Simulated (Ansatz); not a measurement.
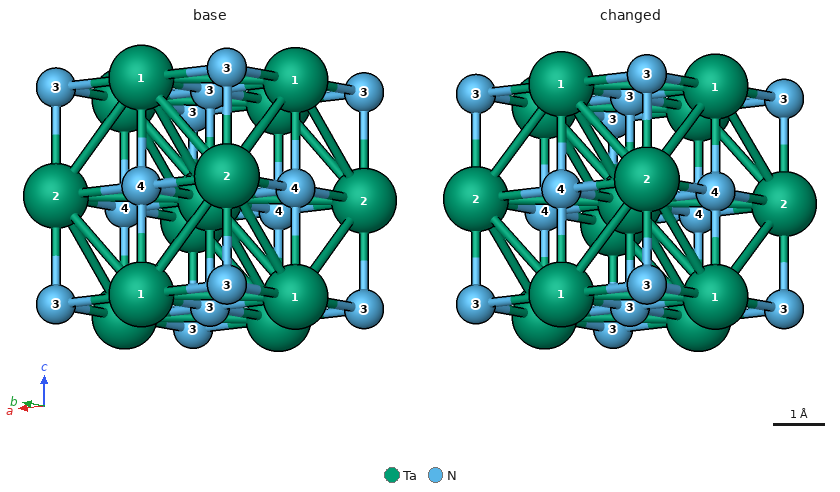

Left: crystalline TaN (set up in Fm-3m). Right: the same structure after one change, at the same scale. A ball-and-stick model of the conventional cell (2 times the calculation's cell), seen from a free direction. Lengths and directions refer to the drawn axes.

Method: Ansatz, DFT PBEsol, scalar-relativistic, plane waves, PAW. Set-up: plane-wave cutoff 420 eV; k-point mesh 16 × 16 × 12; occupations gaussian; smearing width 0.1 eV; no spin polarisation.

Question: Which change leads from the left to the right?

Answer: Strain along c alone, −3.0 %, is applied. Symmetry leaves the atoms no freedom, so this is a single point.

Question: What does the change do?

Answer: It costs 24.4 meV per atom. Pressure: 0.0 GPa before, 12.5 GPa after. The principal stresses (compression positive) are 27.5 GPa along c and 4.9 GPa across it. All forces vanish by symmetry. Both are metals. Some distances before and after: N–Ta 2.188 → 2.122 to 2.188 Å, Ta–Ta 3.094 → 3.048 to 3.094 Å. The space group (tolerance 0.01 Å) goes from Fm-3m (No. 225) to I4/mmm (No. 139).
